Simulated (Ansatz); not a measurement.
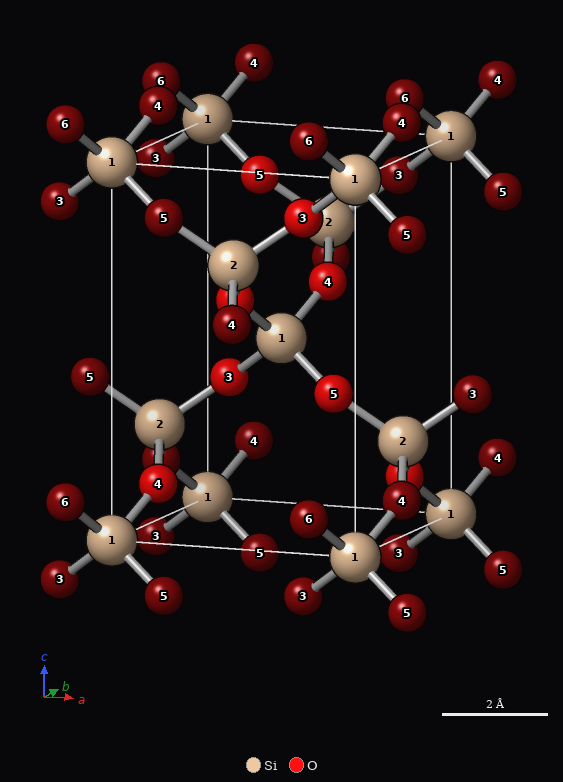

**Figure 1.** The input geometry (ball-and-stick view of the cell 2 times as large as that of the calculation, set on its symmetry axes, seen slightly off an axis; neighbours outside the cell are drawn fainter; atoms are numbered from 1 in the order of the input). An atom can appear more than once, as a periodic image.

Geometry relaxation of SiO2

The run: geometry relaxation of SiO2 (I-42d, 6 atoms in the cell). Method and program: DFT PBE, scalar-relativistic, plane waves, PAW, no spin polarisation (Ansatz 0.2.0).

The structure derives from an entry of the Crystallography Open Database. Figures and captions count atoms from 1; the log counts them from 0 in places.

### Output
```
Engine: ansatz 0.2.0, aarch64-unknown-linux-gnu
Pseudopotentials: kind: paw
Pseudopotential: Si, paw, valence charge 4, recommended cutoff 420 eV (normal), Si.paw.azcp
Pseudopotential: O, paw, valence charge 6, recommended cutoff 420 eV (normal), O.paw.azcp
Functional definition: PBE
  parameter kappa = 0.804
  parameter beta = 0.06672455060314922
  exchange = pbe_x(kappa = kappa, mu = beta*pi^2/3)
  correlation = pbe_c(beta = beta)
Crystal: 6 atoms, lattice volume = 93.224 Å³
Basis set: ecut = 420 eV, 1849 PW (Γ), exchange–correlation on 72×72×72 points (8 copies of the dense FFT grid, shifted against one another)
Bands: 22, of which v1, the nominal top of the filled ones, is band 16 counted from 1 (15 counted from 0)
Symmetry: 8 space group operations
Space group: I-42d (ITA 122), of the structure as read, at distance tolerance 4.5e-5 Å
k-points: 30 of 216 (time reversal used)
Non-local potential: Si, projectors of the file, l = 0: 2, l = 1: 2, l = 2: 2
Non-local potential: O, projectors of the file, l = 0: 2, l = 1: 2, l = 2: 1
PAW form: soft (Blöchl's): semilocal exchange-correlation on the pseudo side does not see the compensation charge
PAW one-centre angular grid: Si, 110 points (default); XC on 64 Gauss nodes
PAW one-centre angular grid: O, 110 points (default); XC on 64 Gauss nodes
Initial density: superposition of atomic densities (neutral atoms: chi_scale 0, normalization atom), corrected by the library's trained network
Initial wavefunctions: pseudopotential atomic-orbital guess
Functional: x = pbe(κ = 0.804, μ = 0.2195149727645171), c = pbe(β = 0.06672455060314922)
SCF iter   1: F=—  HF=-3548.206331 eV  |F-HF|=—  |Δ(HF+E_count)|=         —  Δρ=9.04e-4  dr2=1.75e-4  ethr=1.77e-3  ⟨swp⟩=7.1  Hψ=3939  notcnv=0
preconditioner: auto → none  [insulator: Δε(μ)=5.730 eV  Ē_g=16.431 eV  σ=0.020 eV  W_gap=1.00  n_scr=14 (ndim 8)  ℏωp=21.8 eV  f_vac=0.265  D(μ)=0.00/eV (n_scr^D=0)  ε∞_Penn≈2.8]
SCF iter   2: F=—  HF=-3548.208948 eV  |F-HF|=—  |Δ(HF+E_count)|=   2.62e-3  Δρ=4.82e-4  dr2=7.69e-5  ethr=5.48e-7  ⟨swp⟩=3.0  Hψ=1775  notcnv=0  defer=45
SCF iter   3: F=—  HF=-3548.209438 eV  |F-HF|=—  |Δ(HF+E_count)|=   4.91e-4  Δρ=1.92e-4  dr2=1.74e-5  ethr=2.40e-7  ⟨swp⟩=2.1  Hψ=1109  notcnv=0  defer=45
SCF iter   4: F=—  HF=-3548.209476 eV  |F-HF|=—  |Δ(HF+E_count)|=   3.71e-5  Δρ=7.57e-5  dr2=3.21e-6  ethr=5.44e-8  ⟨swp⟩=2.0  Hψ=1092  notcnv=0  defer=45
SCF iter   5: F=—  HF=-3548.209476 eV  |F-HF|=—  |Δ(HF+E_count)|=   2.16e-7  Δρ=2.71e-5  dr2=3.69e-7  ethr=1.00e-8  ⟨swp⟩=2.0  Hψ=975  notcnv=0  defer=45
SCF iter   6: F=-3548.209476 eV  HF=-3548.209476 eV  |F-HF|=4.76e-9  |Δ(HF+E_count)|=   3.98e-8  Δρ=5.68e-6  dr2=1.36e-8  ethr=3.13e-10  ⟨swp⟩=14.0  Hψ=4945  notcnv=0
SCF 1 converged in 6 iterations: F = -3548.209476 eV  dr2 = 1.36e-8
  greatest PAW one-centre occupation: 0.861 electrons in one spin orbital (limit 2), on the O atom at site 5 (counted from 0), in its partial waves of l = 0
relax step   1: F+E_penalty+E_count = -3548.20947577 eV  Δ(F+E_penalty+E_count) = +0.000e0 eV  max|allowed force component| = 4.990e-4 eV/Å  Δτ_max = 0.0000 Å  P = +0.012 GPa  Ω = 93.224 Å³  (6 SCF iters, dr2 threshold 1.00e-7 eV, accepted)
Initial density: handed on by an earlier stage of this run
Initial wavefunctions: pseudopotential atomic-orbital guess (no wavefunctions were taken with the density)
iter 1 solved again at ethr=2.31e-7 eV; its pass at ethr=3.10e-3 eV (dr2=7.39e-5 eV) is discarded
SCF iter   1: F=—  HF=-3548.209391 eV  |F-HF|=—  |Δ(HF+E_count)|=         —  Δρ=5.43e-6  dr2=1.08e-8  ethr=2.31e-7  ⟨swp⟩=3.0  Hψ=5974  notcnv=0
eigensolver tolerance schedule: the retry pair's looser diagonalisation over-reported the residual by 6867.71 of it (diagonalisation noise at 1.05 of the residual, at the tolerance the schedule requests for it); recorded, not acted on — ethr = c·dr2/N_el stays at c = 1.0e-1
preconditioner: auto → none  [insulator: Δε(μ)=5.734 eV  Ē_g=16.434 eV  σ=0.020 eV  W_gap=1.00  n_scr=14 (ndim 8)  ℏωp=21.8 eV  f_vac=0.263  D(μ)=0.00/eV (n_scr^D=0)  ε∞_Penn≈2.8]
SCF iter   2: F=—  HF=-3548.209476 eV  |F-HF|=—  |Δ(HF+E_count)|=   8.47e-5  Δρ=2.54e-6  dr2=2.49e-9  ethr=3.36e-11  ⟨swp⟩=3.0  Hψ=1484  notcnv=0
SCF iter   3: F=—  HF=-3548.209476 eV  |F-HF|=—  |Δ(HF+E_count)|=  4.72e-10  Δρ=1.21e-6  dr2=9.21e-10  ethr=7.79e-12  ⟨swp⟩=2.0  Hψ=1135  notcnv=0
SCF iter   4: F=-3548.209476 eV  HF=-3548.209476 eV  |F-HF|=1.23e-11  |Δ(HF+E_count)|=  2.69e-10  Δρ=2.28e-7  dr2=2.22e-11  ethr=1.00e-12  ⟨swp⟩=5.2  Hψ=3634  notcnv=0
SCF 2 converged in 4 iterations: F = -3548.209476 eV  dr2 = 2.22e-11
  greatest PAW one-centre occupation: 0.861 electrons in one spin orbital (limit 2), on the O atom at site 2 (counted from 0), in its partial waves of l = 0
relax step   2: F+E_penalty+E_count = -3548.20947577 eV  Δ(F+E_penalty+E_count) = -3.207e-9 eV  max|allowed force component| = 5.174e-4 eV/Å  Δτ_max = 0.0000 Å  P = +0.011 GPa  Ω = 93.224 Å³  stress off target by 2.52e-2 GPa  SCF on the basis re-selected at this cell (its energy is not comparable with the rows above)  (4 SCF iters)
```

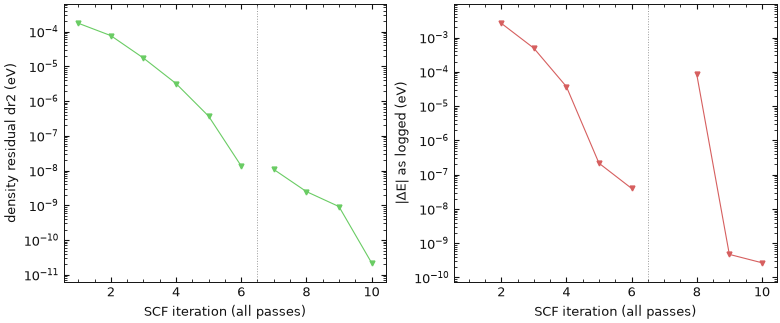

**Figure 2.** Convergence of the self-consistent field: density residual dr2 and size of the energy change against the SCF iteration. The dotted lines part the SCF passes of the relaxation: geometry steps, rejected trials and re-solves on a re-selected basis. The passes take 6 and 4 iterations.

```
basis re-selected at this cell: Δ(F+E_penalty+E_count) = -3.207e-9 eV, ΔP = -0.000 GPa vs the last step (what re-selecting the basis moved, of the pressure what is left beyond the Pulay correction that the steps carried, after the strain that the cell walked since its last selection, with what the two solves' SCF thresholds leave and, on support functions, any second-order correction that the steps lacked; it is no measure of the basis error at this ecutwfc). This SCF's stress stands 2.52e-2 GPa from its target on what of the cell is left free (relax.cell.stress_tol is 5.00e-2 GPa) and its largest allowed force component is 5.17e-4 eV/Å (relax.f_tol is 5.00e-3 eV/Å): within both
SCF converged after 4 iterations
Free energy (F): -3548.209476 eV
Harris-Foulkes:  -3548.209476 eV  (|F-HF|=1.23e-11)
Internal energy: -3548.209476 eV  (E = F + TS)
E sigma→0 (E₀):  -3548.209476 eV
Fermi energy:    3.393210 eV
--- Per-component energies (eV) ---
  E_band       = -196.199051
  E_kinetic    = 802.619319
  E_local      = -2382.681605  (includes V_loc(G=0)·N_el)
  E_nonlocal   = 239.669893
  E_hartree    = 885.103194
  E_xc         = -407.738499
  E_vxc        = -473.142845  (∫ρ·V_xc dr)
  E_paw        = -1662.205019  (= ΣΔE_a)
  E_vpaw       = -152.880409  (= ΣTr[D̂ρ^β])
  E_aug_tail   = 0.010376  (compensation charges beyond the density's cutoff)
  E_ewald      = -1022.987134
  E_smearing   = -0.000000  (= −TS)
  E_closure    = -0.000000  (closes the sum)
  Σ components = -3548.209476   (vs F -3548.209476, Δ=0.00e0)
--- Forces (eV/Å), atoms counted from 1 ---
  atom   1  Si     0.00000000    -0.00000000    -0.00000000
  atom   2  Si     0.00000000     0.00000000     0.00000000
  atom   3  O     -0.00000000    -0.00051739     0.00000000
  atom   4  O     -0.00051739    -0.00000000     0.00000000
  atom   5  O     -0.00000000     0.00051739     0.00000000
  atom   6  O      0.00051739     0.00000000     0.00000000
  max |Σ_I F_I| component: 2.41e-17 eV/Å
--- Stress (GPa, compression-positive) ---
        0.025238       0.000000       0.000000
       -0.000000       0.025238       0.000000
        0.000000       0.000000      -0.016406
  P = ⅓ Tr σ = 0.0114 GPa (0.114 kbar)
--- Band table (eV; the first three rows and the last of 30) ---
  k-point 0: bands = ["-18.5563", "-16.5549", "-16.5549", "-16.4994", "-8.6848", "-4.9392", "-4.9392", "-4.6912", "-1.9324", "-1.5286", "-1.0642", "-1.0642", "-1.0154", "-0.1303", "0.5263", "0.5263", "6.2601", "9.2653", "10.7547", "10.8156", "10.8156", "12.4274"]
  k-point 1: bands = ["-18.4484", "-16.7300", "-16.5602", "-16.5118", "-8.4020", "-5.1765", "-4.8103", "-4.5665", "-2.0020", "-1.4438", "-1.3615", "-1.1137", "-1.0755", "-0.0982", "0.4426", "0.4433", "6.8203", "9.5789", "10.1093", "10.6684", "11.5956", "12.0304"]
  k-point 2: bands = ["-18.1405", "-17.1639", "-16.5680", "-16.5398", "-7.6624", "-5.7967", "-4.5104", "-4.3624", "-2.1415", "-1.8120", "-1.4043", "-1.3871", "-0.8933", "-0.1412", "0.2502", "0.2774", "8.1375", "9.9550", "10.0053", "10.7105", "11.7373", "11.8419"]
  k-point 29: bands = ["-17.6709", "-17.6709", "-16.5848", "-16.5848", "-6.5434", "-6.5434", "-4.3901", "-4.3901", "-1.9042", "-1.9042", "-1.5307", "-1.5307", "-0.9043", "-0.9043", "0.1901", "0.1901", "9.2587", "9.2587", "10.7272", "10.7272", "11.8285", "11.8285"]
--- Relaxed structure (1 steps of the walk, 1 accepted, 1 SCFs on fresh bases) ---
  F+E_penalty+E_count = -3548.20947577 eV   max|allowed force component| = 5.174e-4 eV/Å   (the final SCF, on the basis selected at the relaxed cell)
  cell:  # Å, volume = 93.2239 Å³
    - [-2.5133693069, 2.5133693069, 3.6893905616]
    - [2.5133693069, -2.5133693069, 3.6893905616]
    - [2.5133693069, 2.5133693069, -3.6893905616]
  atoms:
    - { symbol: Si, position: [0.0, 0.0, 0.0] }
    - { symbol: Si, position: [0.7500000000000001, 0.24999999999999994, 0.5000000000000001] }
    - { symbol: O, position: [0.9670112707, 0.625, 0.8420112707] }
    - { symbol: O, position: [0.37500000000000006, 0.21701127070000004, 0.3420112707] }
    - { symbol: O, position: [0.7829887293, 0.125, 0.15798872930000002] }
    - { symbol: O, position: [0.875, 0.03298872930000003, 0.6579887293] }
```

### Trajectory as extended XYZ (Å, eV, eV/Å), 2 frames, from step=1 to step=2
```
6
Lattice="-2.5134 2.5134 3.6894 2.5134 -2.5134 3.6894 2.5134 2.5134 -3.6894" Properties=species:S:1:pos:R:3:forces:R:3 step=1 energy=-3548.20948 pressure_GPa=0.01
Si    0.0000    0.0000    0.0000    0.0000   0.0000   0.0000
Si    0.0000    2.5134    1.8447    0.0000   0.0000   0.0000
O     1.2567    2.9759    2.7670    0.0000  -0.0005   0.0000
O     0.4625    1.2567    0.9223   -0.0005   0.0000   0.0000
O    -1.2567    2.0509    2.7670    0.0000   0.0005   0.0000
O    -0.4625    3.7701    0.9223    0.0005   0.0000   0.0000
6
Lattice="-2.5134 2.5134 3.6894 2.5134 -2.5134 3.6894 2.5134 2.5134 -3.6894" Properties=species:S:1:pos:R:3:forces:R:3 step=2 energy=-3548.20948 pressure_GPa=0.01
Si    0.0000    0.0000    0.0000    0.0000   0.0000   0.0000
Si    0.0000    2.5134    1.8447    0.0000   0.0000   0.0000
O     1.2567    2.9759    2.7670    0.0000  -0.0005   0.0000
O     0.4625    1.2567    0.9223   -0.0005   0.0000   0.0000
O    -1.2567    2.0509    2.7670    0.0000   0.0005   0.0000
O    -0.4625    3.7701    0.9223    0.0005   0.0000   0.0000
```

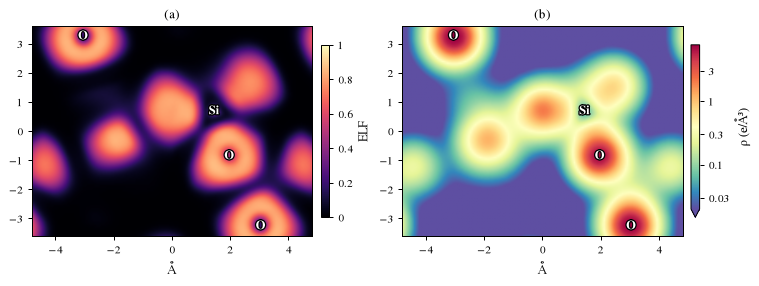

**Figure 3.** (a) electron localisation function; (b) valence charge density (pseudo) on the (111) plane of the conventional cell. Si–O (1.63 Å): ρ is about 1.2 e/Å³ halfway; the ELF peaks at about 0.85 between the atoms (a shared but strongly polarised pair). The density dies away to nearly zero in the voids. Core electrons are frozen (PAW), so the fields are smoothed inside the atomic spheres.

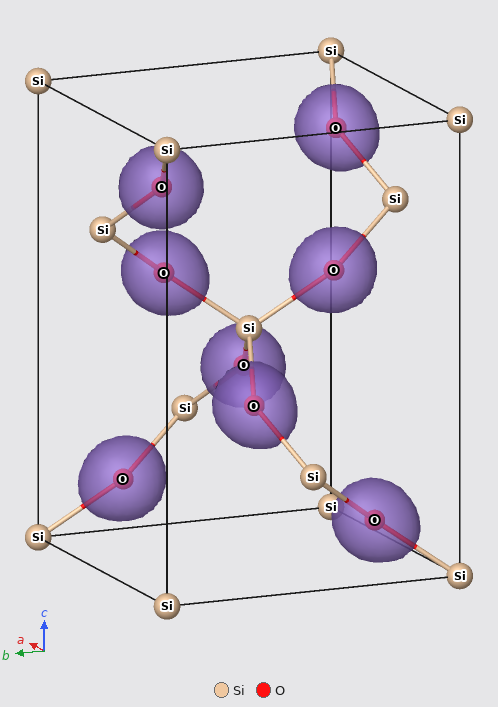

**Figure 4.** Isosurface of the valence electron density at 1.5 e/Å³ (purple), seen at an oblique angle. Sticks mark near contacts. The outline is the cell set on symmetry axes. At this value the density breaks into separate islands; it holds about 50 % of the electrons treated as valence. It is pinched off along the Si–O (1.63 Å) contacts. On the grid the lowest density along these lines, outside the cores, is 1 e/Å³ (Si–O, 1.63 Å).

This output came from the following input.

### Input file
```yaml
crystal:
  lattice:
    - [-2.5133693069, 2.5133693069, 3.6893905616]
    - [2.5133693069, -2.5133693069, 3.6893905616]
    - [2.5133693069, 2.5133693069, -3.6893905616]
  atoms:
    - { symbol: Si, position: [0.0, 0.0, 0.0] }
    - { symbol: Si, position: [0.75, 0.25, 0.5] }
    - { symbol: O, position: [0.9670112707, 0.625, 0.8420112707] }
    - { symbol: O, position: [0.375, 0.2170112707, 0.3420112707] }
    - { symbol: O, position: [0.7829887293, 0.125, 0.1579887293] }
    - { symbol: O, position: [0.875, 0.0329887293, 0.6579887293] }
basis:
  ecutwfc: 420
kpoints:
  mp_grid: { grid: [6, 6, 6] }
hamiltonian:
  xc: pbe
scf:
  occupations: { method: gaussian, width: 0.02 }
output:
  forces: true
  stress: true
  eigenvalues: true
  write_density: true
  write_potential: true
  elf: true
  volumetric_format: npy
relax:
  adjacent_minimum: "off"
  f_tol: 0.005
  max_steps: 80
  cell: { stress_tol: 0.05 }
```

Launched with:
```bash
ansatz run input.yaml --threads 4 --pin off --max-ram 12288MiB --backend cpu --events-out ev --progress --plain --runs-dir out
```

### Key numbers

- outcome: converged
- space group (tolerance 0.01 Å): I-42d (122)
- electrons treated: 32
- free energy: −3548.2095 eV
- Fermi energy: 3.393 eV
- gap on the k-point mesh: 5.73 eV
- pressure: 0.01 GPa
- final volume: 93.22 Å³
- largest force (length of the vector) at the end: 0.001 eV/Å
- final cell: a = 5.123 Å, b = 5.123 Å, c = 5.123 Å, α = 121.24°, β = 121.24°, γ = 87.87°
- hardware: 4 threads of Arm Neoverse V2, 24 GiB of memory available, shared host
- wall time: 3.6 s (CPU time 14 s)
- peak memory: 0.38 GiB
